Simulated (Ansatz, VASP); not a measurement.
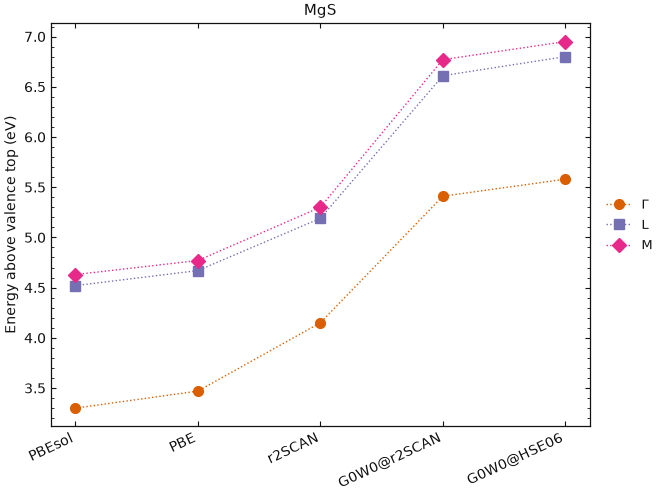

Lowest conduction level at each named k point, counted from the valence-band top at Γ, by several methods on one cell of wurtzite MgS, space group P6_3mc, 4 atoms in the cell, relaxed with r2SCAN; a = 4.029 Å, c = 6.454 Å (hexagonal axes). All runs are without spin-orbit coupling and carry no moments.

**Does G0W0@r2SCAN shift these levels rigidly from r2SCAN?**

The shifts are +1.26 eV at Γ, +1.42 eV at L and +1.47 eV at M, and at points that aren't plotted +1.40 eV (A), +1.44 eV (K) and +1.52 eV (H): over the named points that both runs hold, a spread of 0.26 eV on a mean of 1.42 eV, so one shift describes them only roughly.

**How do the methods rank at Γ?**

From low to high: PBEsol 3.30, PBE 3.47, r2SCAN 4.15, G0W0@r2SCAN 5.41, G0W0@HSE06 5.58 eV.

**Do the methods agree on which of these conduction levels is lowest?**

Yes: all put it at Γ.

```csv
method,program,Γ (eV),L (eV),M (eV)
PBEsol,VASP,3.30,4.52,4.63
PBE,Ansatz,3.47,4.67,4.77
r2SCAN,Ansatz,4.15,5.19,5.30
G0W0@r2SCAN,Ansatz,5.41,6.61,6.77
G0W0@HSE06,Ansatz,5.58,6.80,6.95
```

Settings. PBEsol: VASP PAW recommended PBE set, 12×12×4 k mesh, 520 eV cutoff, Gaussian smearing of 0.01 eV (VASP). PBE: Ansatz PAW set, 12×12×4 k mesh, 420 eV cutoff, Fermi-Dirac smearing of 0.02 eV (Ansatz 0.2.0). r2SCAN: Ansatz PAW set, 12×12×4 k mesh, 500 eV cutoff, fixed occupations (Ansatz). G0W0@r2SCAN: r2SCAN, Ansatz PAW set, 6×6×2 k mesh, 500 eV cutoff, fixed occupations (Ansatz), G0W0 with empty bands 341, screening cutoff 140 eV and frequency treatment contour deformation. G0W0@HSE06: HSE06, Ansatz PAW set, 6×6×2 k mesh, 420 eV cutoff, fixed occupations (Ansatz 0.2.0), G0W0 with empty bands 341, screening cutoff 140 eV and frequency treatment contour deformation.

These are five of the 9 methods that were run on this cell. The runs come from different programs and meshes, which adds differences of its own. The usual form of MgS is rocksalt. PBEsol, r2SCAN, G0W0@r2SCAN and G0W0@HSE06: the PAW data sets were made with another functional. LDA, GGA and most meta-GGA functionals understate gaps. G0W0@r2SCAN: the k mesh is coarse, so the values aren't converged. G0W0@HSE06: the k mesh is coarse, so the values aren't converged, least of all with exact exchange. The GW values are at finite bands, cutoffs and mesh, short of the basis limit.
